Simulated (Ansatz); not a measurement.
**Bi: densities and their changes**

Space group P6_3/mmc; the calculation finds a residual pressure of about −9 GPa at this fixed cell.

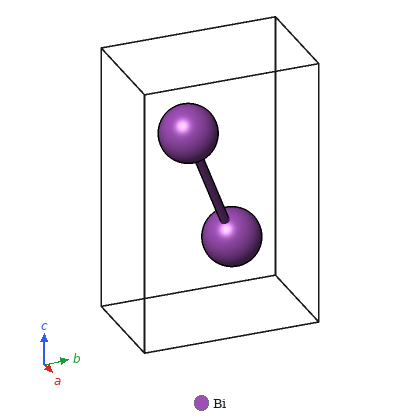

The conventional cell.

```yaml
crystal:
  lattice:
    - [4.53674, 0.00000, 0.00000]
    - [-2.26837, 3.92893, 0.00000]
    - [0.00000, 0.00000, 5.19983]
  atoms:
    - { symbol: Bi, position: [0.33333, 0.66667, 0.25000] }
    - { symbol: Bi, position: [0.66667, 0.33333, 0.75000] }
```

Method: DFT PBEsol, scalar-relativistic, plane waves, PAW (Ansatz 0.2.0).

Core electrons are frozen (PAW), so the maps are meaningful between the atoms, not at the nuclei.

### 1. Bonding charge

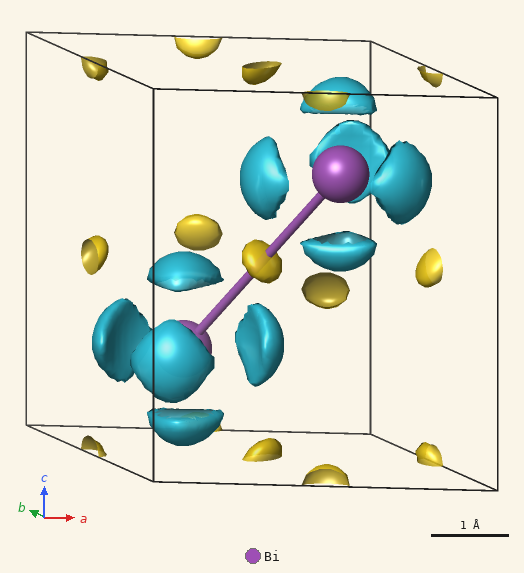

Bonding charge density, ρ(crystal) − Σ ρ(neutral atoms): yellow surfaces at +0.015 and cyan ones at −0.015 e/Å³, in the conventional cell seen slightly off an axis (the regions close to the nuclei are left out). Cores are masked to 0.9 Å (Bi).

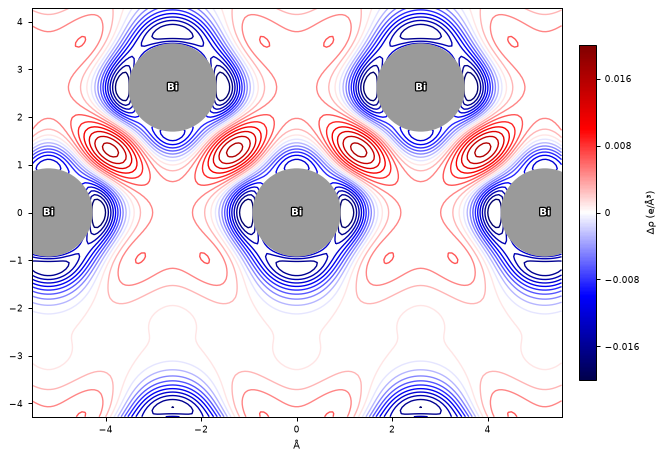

Also shown: a map on the (110) plane of the conventional cell, with grey discs over the atomic cores.

> What does the deformation density say about the bonding?

Over the whole cell, outside the masked cores, the largest gain, 0.017 e/Å³, lies 1.8 Å from a bismuth nucleus, and the largest loss, 0.02 e/Å³, lies 1.1 Å from a bismuth nucleus.
In all about 0.13 e an atom is rearranged against the free atoms.

### 2. One group of states

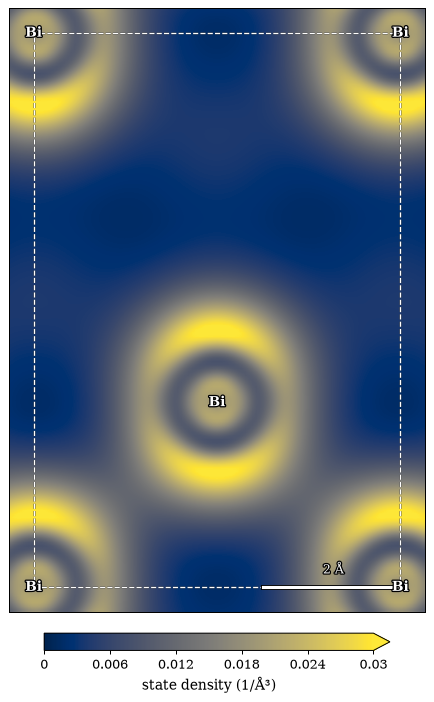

*Density of the Kohn–Sham states from 0.0 to +1.2 eV about the Fermi level (the empty states just over the Fermi level), scaled to one electron a cell: a map on the (110) plane of the conventional cell.*

> Describe these states.

Projected on a minimal set of atomic orbitals (Löwdin), they are Bi 6p (over 95 %).

### 3. Change of volume

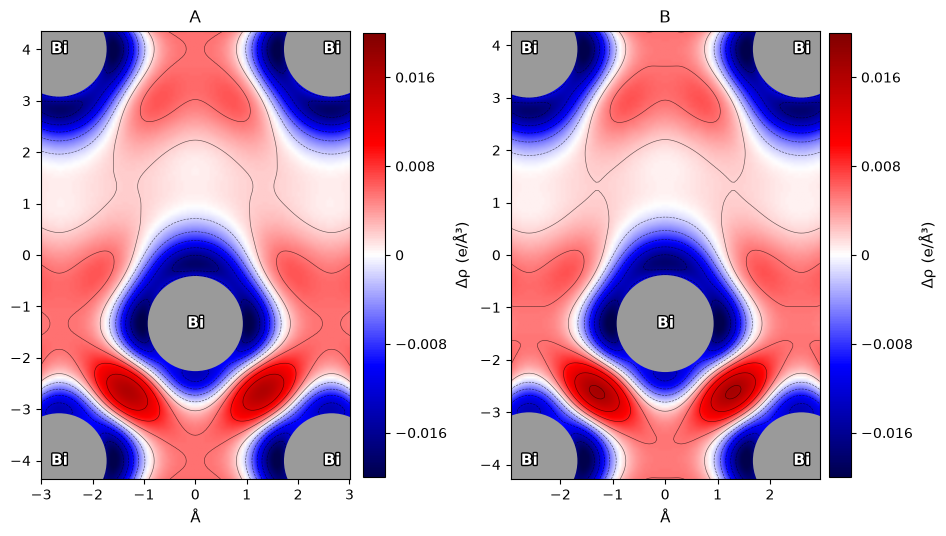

Bi: deformation density on the (110) plane of the conventional cell at two volumes, with the same fractional coordinates and one colour scale. Grey discs cover the cores. Panel A has 106 % of the volume of panel B.

> How do bonds, bonding charge and pressure respond to this change of volume?

The pressure is −8.6 GPa in B and −8.6 GPa in A.
The rearranged charge is 0.13 e an atom in B and 0.14 e in A.
